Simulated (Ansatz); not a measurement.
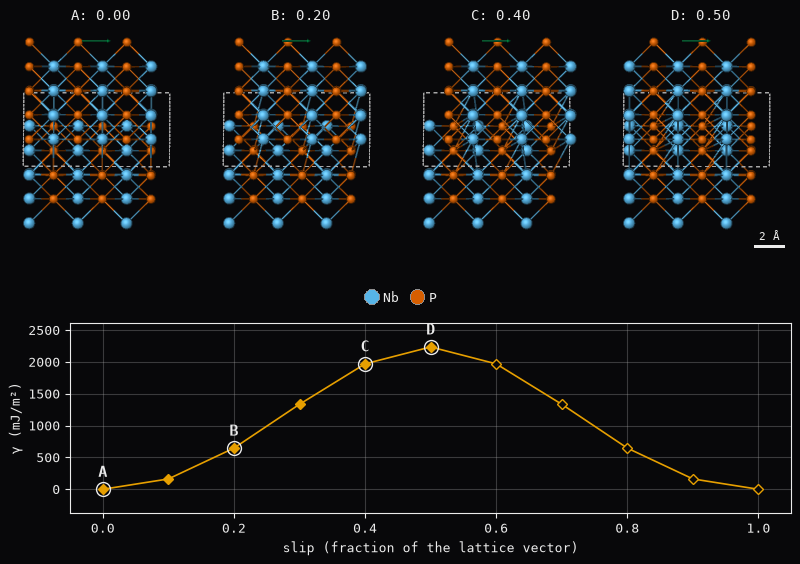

Crystalline NbP (I4_1md): the crystal above a cut along the (0 0 1) plane of the conventional cell (between a plane of P below and one of Nb above, 1.91 Å apart) is slid rigidly by fractions of an in-plane lattice vector 3.35 Å long (a generalised stacking fault). One cut stands in each cell, which starts 11.4 Å high; nothing is relaxed, and the dashed outline marks the cut, the arrow on top the direction of slip. The lettered frames are marked on the plot. Hollow markers are points alike by symmetry, not computed again. The picture is a ball-and-stick view of the layers on both sides of the cut, seen obliquely from above.

All numbers below come from DFT PBE, scalar-relativistic, plane waves, PAW in Ansatz 0.2.0. (plane-wave cutoff 420 eV; k-point mesh 14 × 14 × 4; occupations gaussian; smearing width 0.15 eV; no spin polarisation). Energies (free energies at the smearing named) are counted from the relaxed crystal.

> Describe the profile.

The curve starts and ends at zero, since a full lattice vector restores the crystal. Its highest computed point is 2237 mJ/m² at slip 0.50, which the unstable stacking-fault energy of this rigid path equals or slightly exceeds. No local minimum shows among the points, so there is no metastable fault on this line. The path is symmetric about half-way. Relaxation across the fault would lower the values.
